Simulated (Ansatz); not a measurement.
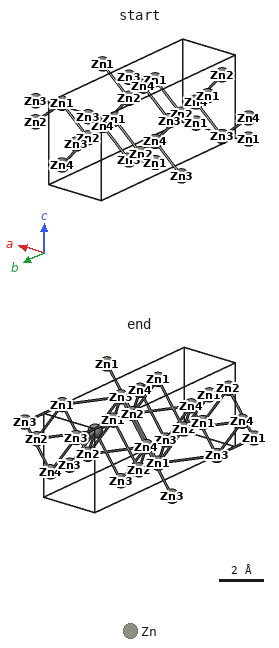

The structure of a crystal of Zn (built on the black phosphorus_64 type) (coarse preliminary run) before (top) and after (bottom) a relaxation, at one scale.

A ball-and-stick model of the conventional cell (2 times the calculation's cell), seen from a free direction. Lengths and directions refer to the drawn axes.

Case: black phosphorus type (Cmce, No. 64).

Method: DFT PBE, scalar-relativistic, plane waves, PAW (Ansatz). Settings: plane-wave cutoff 420 eV; k-point mesh 6 × 6 × 4; occupations gaussian; smearing width 0.1 eV; no spin polarisation; cell and atoms relaxed; force threshold 0.04 eV/Å; at most 70 steps.

### What changed between the two?

The largest moves relative to the cell, 0.52 Å, are those of Zn1, Zn2, Zn3 and Zn4. Zn3 goes along [0 1 −3]. The volume changes by +3.5 %, with a 3.115 → 3.031 Å (−2.7 %), b 9.882 → 10.365 Å (+4.9 %), c 4.122 → 4.181 Å (+1.4 %). Among the contacts that change: Zn1–Zn3 2.074 → 2.747 Å, Zn1–Zn2 3.207 → 2.584 Å, Zn1–Zn3 (another image) 3.464 → 2.868 Å, Zn1–Zn2 (another image) 2.041 → 2.580 Å. New bonds form: Zn1–Zn2 (3.21 → 2.58 Å), Zn1–Zn3 (3.46 → 2.87 Å), Zn2–Zn4 (3.46 → 2.87 Å), Zn3–Zn4 (3.21 → 2.58 Å). Bond angles that change, for instance: Zn2–Zn1–Zn2 99.5° → 71.9°, Zn2–Zn1–Zn3 103.4° → 90.0°. The space group (tolerance 0.01 Å) goes from Cmce (No. 64) to Fmmm (No. 69). After 8 accepted moves (9 points after the start) the energy has fallen by 5.691 eV per cell of the calculation. Largest force component: 4.6 eV/Å at the start, 0.0099 eV/Å at the end. The pressure goes from 44.54 to −0.06 GPa. The SCF was repeated once at an unchanged geometry on a basis and grid sized afresh for the cell, which shifted the energy by 1.3 meV per cell of the calculation at most. The run took of the order of 40 core-seconds on a shared host.

Limits of the set-up: the k-point mesh is coarse for a cell with partly filled bands.
